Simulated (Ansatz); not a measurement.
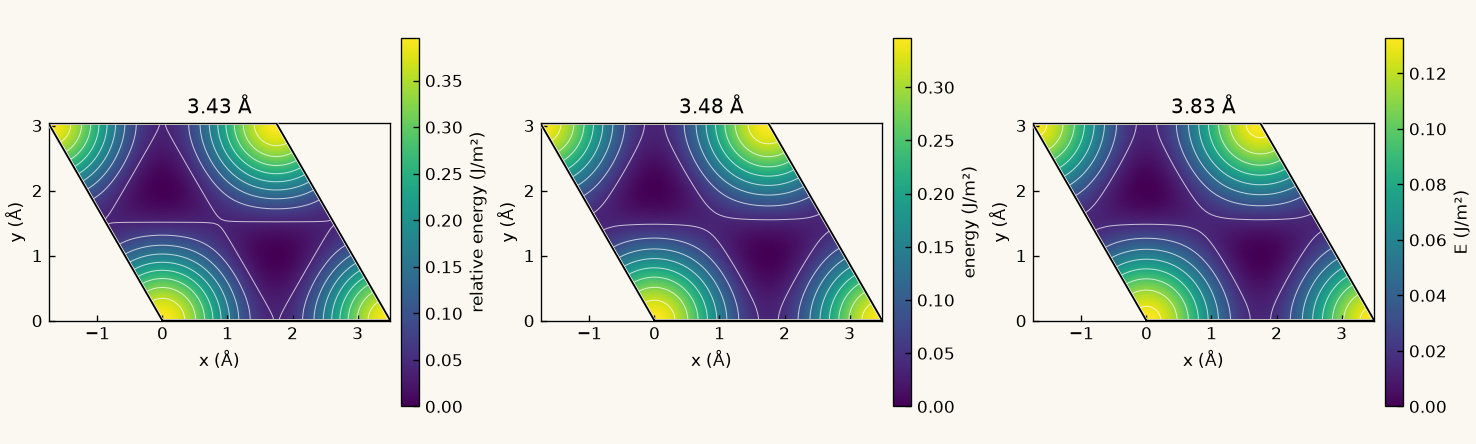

Three maps of one series, each from its own lowest grid point and on its own colour scale; the layer distance changes from map to map. A bilayer of two Te₂Mo sheets (1H type) (6 atoms in the cell). 
- The upper layer of a bilayer is slid over the lower one; relaxed at each slide: nothing; the origin of the map has Te4 above Te3.
- Places are given modulo a cell vector. The map is drawn in real space over the plane of the slide.
- The grid has 6 × 6 points.
- Energies are in J/m², from the lowest grid point.
- At a held distance the lowest stacking need not be the one that binds best once the distance relaxes.
- Theory: DFT PBE+D3(BJ), scalar-relativistic, plane waves, PAW (Ansatz 0.2.0). Settings: cutoff 420 eV, k-mesh 9×9×1, gaussian smearing 0.05 eV, no spin polarisation.

The picture shows a smooth colour map with a few white contour lines, the outline of one cell of the plane. Between grid points the surface is interpolated.

The span runs from the lowest to the highest grid point; passes are read from the interpolated surfaces.

| layer distance | lowest grid point | span (J/m²) | easiest pass (J/m²) |
| --- | --- | --- | --- |
| 3.43 Å | Te above Mo of a deeper plane | 0.396 | 0.039 |
| 3.48 Å | Te above Mo of a deeper plane | 0.347 | 0.035 |
| 3.83 Å | Te above Mo of a deeper plane | 0.133 | 0.014 |

**One more map of the series was computed, for the layer distance 3.63 Å. What do you expect for it?**

A straight line of ln(span) against the layer distance through the 3 maps has the slope −2.7 per Å (a decay length of 0.37 Å) and gives 0.23 J/m² at 3.63 Å. The computed span is 0.231 J/m², above the fit by 1 %. The lowest grid point is Te above Mo of a deeper plane, as for 3.43 Å, 3.48 Å and 3.83 Å. The easiest pass out of the lowest well is about 0.023 J/m².

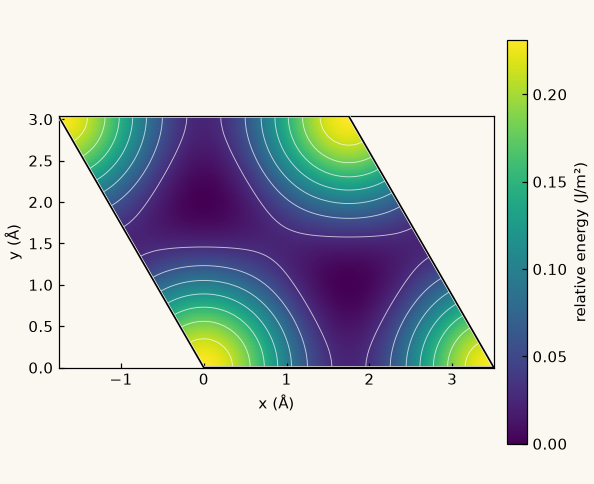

The map for 3.63 Å.

PAW datasets: the set soft_1.
